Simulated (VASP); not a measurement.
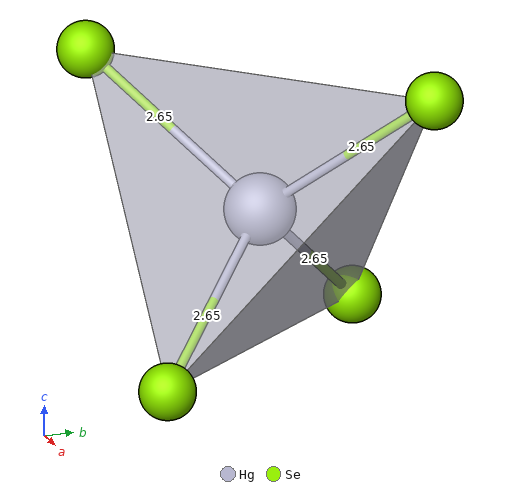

Coordination of Hg in HgSe (F-43m); bond lengths in Å. Continuous shape measures are computed against ideal polyhedra (0 is ideal; above about 3 the distortion is strong). Origin: the geometry relaxed with VASP Kohn-Sham DFT of a periodic cell, HSEsol, VASP PAW PBE potentials, recommended (VASP).

### What geometry does the central atom have?

HgSe4: an essentially ideal tetrahedron (coordination number 4, S = 0.00; next best see-saw, S = 9.8).

### Does the central atom sit at the centroid of its ligands?

Yes, to within 0.01 Å; the site symmetry is -43m.
